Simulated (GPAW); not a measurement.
## Whose spectrum is this?

Method: GPAW, PBE, RPA, without spin-orbit coupling, line width 0.2 eV (Lorentzian); metals get a typed carrier damping. The response is along the first axis of the cell.

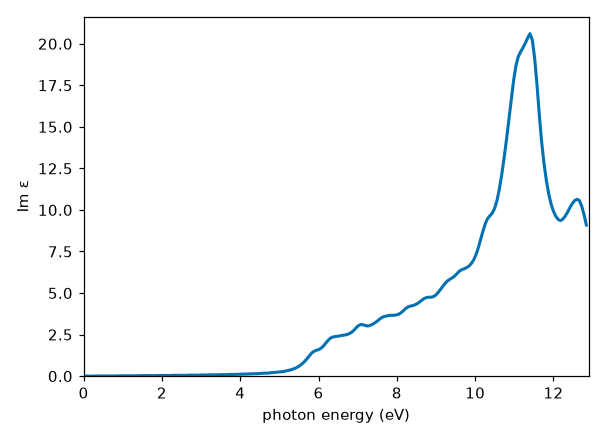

All candidates were run at this level. Which one is shown?
A. C (Fd-3m)
B. ZnS (P6_3mc)
C. SiC (F-43m)

A. C (Fd-3m): ε∞ = 5.78 along the first axis, strongest peak along the first axis at 11.40 eV. The others: SiC (F-43m), ε∞ = 6.72 along the first axis, strongest peak along the first axis at 6.82 eV; ZnS (P6_3mc), ε∞ = 5.50 along the first axis, strongest peak along the first axis at 5.81 eV.
